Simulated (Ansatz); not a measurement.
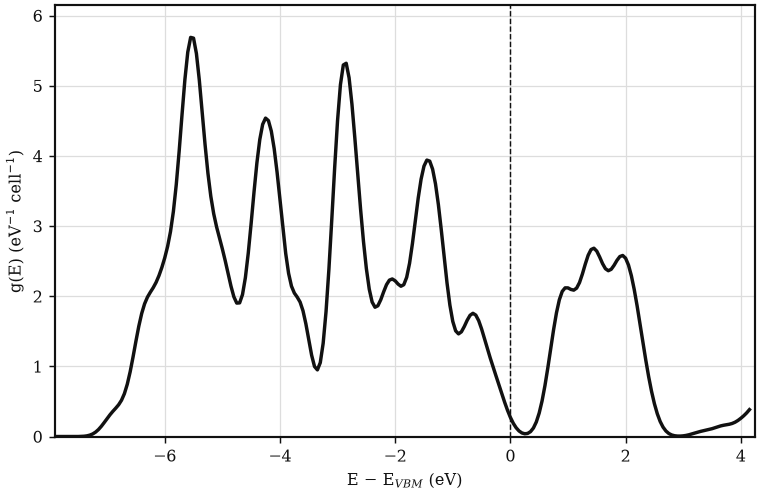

Density of states. Energies are counted from the top of the valence band. The curve is built from the levels of the k mesh with Gaussians 0.4 eV wide, which also blur the band edges.

System: PtSe$_{2}$, space group R-3m (No. 166), 3 atoms in the cell, CdCl2 (3R octahedral) bulk type.

```
Pt Se
1.0
     1.84570    1.06562    5.76071
    -1.84570    1.06562    5.76071
     0.00000   -2.13123    5.76071
Pt Se
1 2
Cartesian
  0.0000 0.0000 0.0000
  0.0000 0.0000 4.4377
  0.0000 0.0000 12.8444
```

Method: DFT, PBE, plane waves, PAW, no spin polarisation, 6×6×6 k mesh, 420 eV cutoff (Ansatz 0.2.0).

### Is there a gap at the Fermi level, and how wide?

There is a gap; over the k points computed it is 0.70 eV (indirect; the smallest direct gap is 1.01 eV).

### How wide is the upper valence band?

The upper group of valence states starts about 7.0 eV under the valence-band top, with a gap beneath it; it holds about 18 electrons a cell.

Spin-orbit coupling is left out, which matters for Pt.
